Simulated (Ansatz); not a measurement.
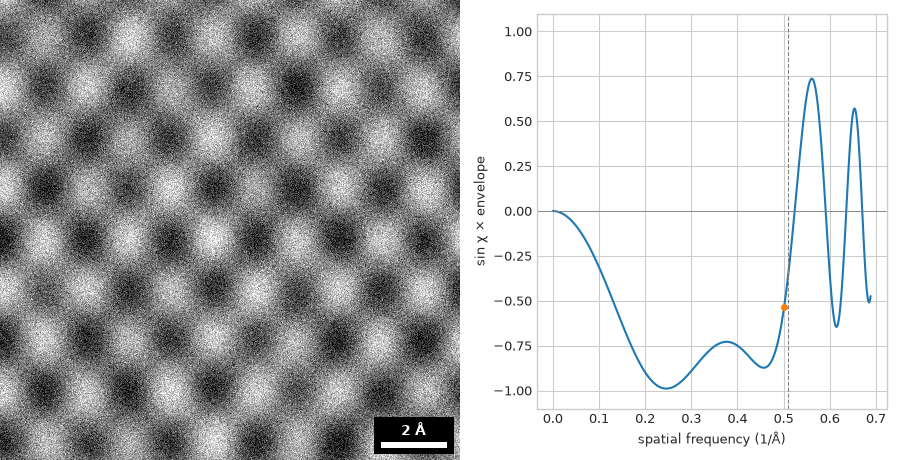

HRTEM-like image of Ni (Pm-3n, No. 223) along [211]. Simulated in the weak-phase-object approximation with neutral-atom potentials: 300 kV, Cs = 1.00 mm, defocus −532 Å (negative is underfocus), defocus spread 40 Å, aperture 0.51 1/Å. Shot noise and the speckle of an amorphous layer were added. Structure: the geometry relaxed with Ansatz, DFT, PBE, plane waves (420 eV) with PAW, scalar-relativistic; the starting structure was generated, so it need not be a known form of this composition.

The plot gives the contrast transfer function, the aperture (dashed) and the crystal's spatial frequencies that carry visible contrast (dots).

### What point resolution do these settings give, and which lattice spacings pass?

About 2.0 Å (0.66 |Cs|^(1/4) λ^(3/4) with λ = 0.0197 Å). The spacings that carry visible contrast are {210} at 2.00 Å. Columns 0.79 Å apart are closer than that and merge.

### Do the atom columns appear dark or bright, and why?

Dark. With positive Cs and underfocus sin χ is negative over the pass band, so the strongest columns (Ni) come out darker than the background.
